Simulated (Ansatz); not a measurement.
# Single-point calculation of Ge (part 2 of 2)

Ge (slab, 6 atoms in the cell); DFT, PBE, all-electron LAPW, scalar-relativistic, no spin polarisation (Ansatz 0.2.0); 8×5×1 k-mesh, Fermi–Dirac smearing of 0.02 eV. 

Geometry of the input (Å; fractional positions):
```
4.0736  0.0000  0.0000
0.0000  5.7610  0.0000
0.0000  0.0000  20.0736
Ge 0.7500  0.1250  0.3985
Ge 0.2500  0.8750  0.3985
Ge 0.2500  0.6250  0.5000
Ge 0.7500  0.3750  0.5000
Ge 0.7500  0.1250  0.6015
Ge 0.2500  0.8750  0.6015
```

**Output, continued**
```
  k-point 2: bands = ["-163.9485", "-163.9476", "-163.8633", "-163.8633", "-163.8624", "-163.8624", "-111.1115", "-111.1107", "-111.0643", "-111.0615", "-111.0582", "-111.0568", "-111.0340", "-111.0339", "-111.0329", "-111.0328", "-110.9877", "-110.9877", "-110.9846", "-110.9846", "-110.9589", "-110.9589", "-110.9513", "-110.9513", "-24.9687", "-24.9535", "-24.9497", "-24.9400", "-24.9020", "-24.8968", "-24.8823", "-24.8651", "-24.8593", "-24.8206", "-24.8202", "-24.8189", "-24.7979", "-24.7955", "-24.7877", "-24.7553", "-24.7533", "-24.7421", "-24.7329", "-24.7211", "-24.7134", "-24.6953", "-24.6872", "-24.6816", "-24.6782", "-24.6634", "-24.6577", "-24.6498", "-24.6016", "-24.5983", "-11.3653", "-10.6805", "-10.3473", "-6.5703", "-6.3348", "-4.7411", "-2.2159", "-1.9979", "-1.5456", "-1.3895", "-1.3299", "-0.5932", "-0.4205", "0.0808", "1.4637", "1.4821", "1.9511", "2.7651", "4.1909", "4.2348", "4.2656", "4.2817", "4.6122", "5.0173", "5.2776", "5.3258"]
  k-point 14: bands = ["-163.9480", "-163.9480", "-163.8628", "-163.8628", "-163.8628", "-163.8628", "-111.1111", "-111.1111", "-111.0632", "-111.0632", "-111.0572", "-111.0572", "-111.0334", "-111.0334", "-111.0334", "-111.0334", "-110.9864", "-110.9864", "-110.9864", "-110.9864", "-110.9548", "-110.9548", "-110.9548", "-110.9548", "-24.9704", "-24.9704", "-24.9595", "-24.9595", "-24.8609", "-24.8609", "-24.8607", "-24.8607", "-24.8429", "-24.8429", "-24.8259", "-24.8259", "-24.7903", "-24.7903", "-24.7640", "-24.7640", "-24.7517", "-24.7517", "-24.7362", "-24.7362", "-24.7323", "-24.7323", "-24.6891", "-24.6891", "-24.6735", "-24.6735", "-24.6192", "-24.6192", "-24.6109", "-24.6109", "-9.9517", "-9.9517", "-8.4134", "-8.4134", "-7.4438", "-7.4438", "-3.1458", "-3.1458", "-2.8391", "-2.8391", "-1.2691", "-1.2691", "0.0560", "0.0560", "2.3385", "2.3385", "3.3928", "3.3928", "4.5278", "4.5278", "5.0885", "5.0885", "5.7009", "5.7009", "6.5049", "6.5049"]
--- Löwdin populations: 6 sites ---
  site symbol       q [e]
     0     Ge     31.9718
     1     Ge     31.9718
     2     Ge     31.9654
     3     Ge     31.9654
     4     Ge     31.9718
     5     Ge     31.9718
  spilling = 0.000949 (of n_electrons = 192.000000)
```

**File dos.tsv**
```
# E-E_F[eV]	g_bin_mean(E)[states/eV]	N(E)
# format = ansatz-dos/2
# fermi_ev = -0.404495
# fermi_mp_grid = 8 5 1
# fermi_mp_shift = 0 0 0
# tetrahedron_fermi_ev = -0.403173
# g_bin_mean(E): the states in a bin one row spacing wide, centred on E, divided by that spacing. States that the method places at a single energy (under output.dos.method: tetrahedron, those of a tetrahedron whose four corners have one energy) are counted whole in the row whose bin holds that energy (on the edge of two bins, in the lower row). The sum of g_bin_mean over a run of rows, times the row spacing, is the number of states from half a spacing under the first of them to half a spacing over the last (a plain sum, not the trapezoid rule).
-14.000000	0.000000e0	1.080000e2
-13.800000	0.000000e0	1.080000e2
-13.600000	0.000000e0	1.080000e2
-13.400000	0.000000e0	1.080000e2
-13.200000	0.000000e0	1.080000e2
-13.000000	0.000000e0	1.080000e2
-12.800000	0.000000e0	1.080000e2
-12.600000	0.000000e0	1.080000e2
-12.400000	0.000000e0	1.080000e2
-12.200000	0.000000e0	1.080000e2
-12.000000	0.000000e0	1.080000e2
-11.800000	0.000000e0	1.080000e2
-11.600000	1.246656e-2	1.080000e2
-11.400000	1.090312e0	1.080838e2
-11.200000	1.139919e0	1.083299e2
-11.000000	1.547001e0	1.085801e2
-10.800000	1.351736e0	1.089133e2
-10.600000	1.061374e0	1.091377e2
-10.400000	8.936964e-1	1.093321e2
-10.200000	1.921394e0	1.095942e2
-10.000000	3.216198e0	1.100551e2
-9.800000	3.127068e0	1.107772e2
-9.600000	3.816765e0	1.113900e2
-9.400000	2.507458e0	1.120965e2
-9.200000	2.102227e0	1.125581e2
-9.000000	1.864450e0	1.129434e2
-8.800000	1.593145e0	1.133067e2
-8.600000	1.086794e0	1.135655e2
-8.400000	8.312520e-1	1.137555e2
-8.200000	6.481839e-1	1.138981e2
-8.000000	8.827201e-1	1.140426e2
-7.800000	1.147297e0	1.142458e2
-7.600000	1.500465e0	1.145150e2
-7.400000	1.466008e0	1.148188e2
-7.200000	1.166846e0	1.150874e2
-7.000000	3.334200e0	1.155301e2
-6.800000	2.479696e0	1.161264e2
-6.600000	2.021230e0	1.165678e2
-6.400000	2.113652e0	1.169660e2
-6.200000	2.452134e0	1.174255e2
-6.000000	2.364342e0	1.178598e2
-5.800000	1.701324e0	1.183468e2
-5.600000	9.899762e-1	1.186066e2
-5.400000	4.556414e-1	1.187325e2
-5.200000	4.765942e-1	1.188246e2
-5.000000	4.935567e-1	1.189216e2
-4.800000	5.105193e-1	1.190221e2
-4.600000	6.421039e-1	1.191259e2
-4.400000	8.427184e-1	1.192905e2
-4.200000	5.351039e-1	1.194246e2
-4.000000	5.048141e-1	1.195292e2
-3.800000	4.530276e-1	1.196251e2
-3.600000	4.174569e-1	1.197104e2
-3.400000	6.725469e-1	1.197998e2
-3.200000	3.633204e0	1.202284e2
-3.000000	3.818926e0	1.209114e2
-2.800000	5.437195e0	1.219149e2
-2.600000	3.580196e0	1.229166e2
-2.400000	3.946584e0	1.234543e2
-2.200000	5.808964e0	1.245600e2
-2.000000	4.851297e0	1.256342e2
-1.800000	4.081354e0	1.264993e2
-1.600000	2.674606e0	1.273056e2
-1.400000	1.737077e0	1.276215e2
-1.200000	1.930096e0	1.279920e2
-1.000000	2.873727e0	1.284337e2
-0.800000	4.661907e0	1.292190e2
-0.600000	3.349727e0	1.300311e2
-0.400000	2.794740e0	1.306055e2
-0.200000	3.381444e0	1.312544e2
0.000000	4.469042e0	1.319941e2
0.200000	5.220464e0	1.330634e2
0.400000	3.483301e0	1.338451e2
0.600000	3.496349e0	1.345529e2
0.800000	2.362904e0	1.352225e2
1.000000	1.299701e0	1.355389e2
1.200000	9.989254e-1	1.357770e2
1.400000	6.370735e-1	1.359374e2
1.600000	1.544609e-1	1.360042e2
1.800000	4.929421e-1	1.360559e2
2.000000	1.349048e0	1.362382e2
2.200000	3.339893e0	1.365985e2
2.400000	5.756007e0	1.376209e2
2.600000	6.165104e0	1.388496e2
2.800000	4.257523e0	1.399495e2
3.000000	3.116200e0	1.405928e2
3.200000	5.623988e0	1.413831e2
3.400000	3.258915e0	1.424420e2
3.600000	3.052680e0	1.430590e2
3.800000	2.422454e0	1.435532e2
4.000000	2.665863e0	1.440491e2
4.200000	3.408235e0	1.446407e2
4.400000	4.902424e0	1.455133e2
4.600000	7.913086e0	1.466557e2
4.800000	6.630833e0	1.483204e2
5.000000	7.267598e0	1.495270e2
5.200000	9.699252e0	1.513190e2
5.400000	5.892382e0	1.530001e2
5.600000	8.787838e0	1.541871e2
5.800000	6.727416e0	1.560196e2
6.000000	7.044644e0	1.573149e2
6.200000	3.556644e0	1.584435e2
6.400000	1.764196e0	1.588456e2
6.600000	3.243539e0	1.592734e2
6.800000	1.519769e0	1.599113e2
7.000000	2.284699e-2	1.600000e2
7.200000	0.000000e0	1.600000e2
7.400000	0.000000e0	1.600000e2
7.600000	0.000000e0	1.600000e2
7.800000	0.000000e0	1.600000e2
8.000000	0.000000e0	1.600000e2
```

**File populations.tsv**
```
# site	symbol	l	j	q
# orbitals = lowdin
# n_electrons = 192.000000
# spilling = 0.000949
# projection_atom_Ge: 1s2 2s2 2p6 3s2 3p6 3d10 4s2 4p2
0	Ge	0_1S	-	1.999992
0	Ge	0_2S	-	1.999616
0	Ge	0_3S	-	1.991264
0	Ge	0_4S	-	1.523786
0	Ge	1_2P	-	5.999994
0	Ge	1_3P	-	5.997903
0	Ge	1_4P	-	2.462540
0	Ge	2_3D	-	9.996659
1	Ge	0_1S	-	1.999992
1	Ge	0_2S	-	1.999616
1	Ge	0_3S	-	1.991264
1	Ge	0_4S	-	1.523786
1	Ge	1_2P	-	5.999994
1	Ge	1_3P	-	5.997903
1	Ge	1_4P	-	2.462540
1	Ge	2_3D	-	9.996659
2	Ge	0_1S	-	1.999990
2	Ge	0_2S	-	1.999515
2	Ge	0_3S	-	1.988991
2	Ge	0_4S	-	1.400757
2	Ge	1_2P	-	5.999992
2	Ge	1_3P	-	5.997092
2	Ge	1_4P	-	2.583496
2	Ge	2_3D	-	9.995577
3	Ge	0_1S	-	1.999990
3	Ge	0_2S	-	1.999515
3	Ge	0_3S	-	1.988991
3	Ge	0_4S	-	1.400757
3	Ge	1_2P	-	5.999992
3	Ge	1_3P	-	5.997092
3	Ge	1_4P	-	2.583496
3	Ge	2_3D	-	9.995577
4	Ge	0_1S	-	1.999992
4	Ge	0_2S	-	1.999616
4	Ge	0_3S	-	1.991264
4	Ge	0_4S	-	1.523786
4	Ge	1_2P	-	5.999994
4	Ge	1_3P	-	5.997903
4	Ge	1_4P	-	2.462540
4	Ge	2_3D	-	9.996659
5	Ge	0_1S	-	1.999992
5	Ge	0_2S	-	1.999616
5	Ge	0_3S	-	1.991264
5	Ge	0_4S	-	1.523786
5	Ge	1_2P	-	5.999994
5	Ge	1_3P	-	5.997903
5	Ge	1_4P	-	2.462540
5	Ge	2_3D	-	9.996659
```

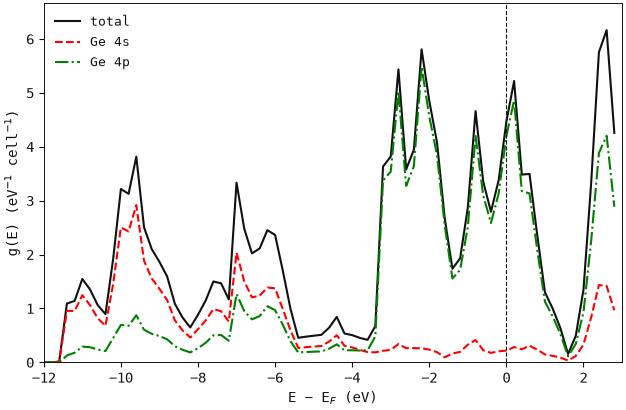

Density of states (projected on atomic shells), with energies from the Fermi level. There are states at the Fermi level: a metal at this level of theory.

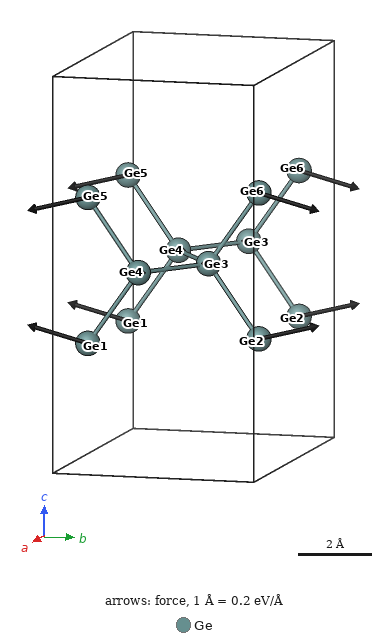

Forces on the atoms as black arrows (ball-and-stick view of the 2 × 1 repeat of the cell, with the vacuum cut short, seen slightly off an axis; atoms are numbered from 1 in the order of the input). The largest act on Ge1, Ge2, Ge5, Ge6 (0.36 eV/Å). The geometry is not a stationary point of this energy.
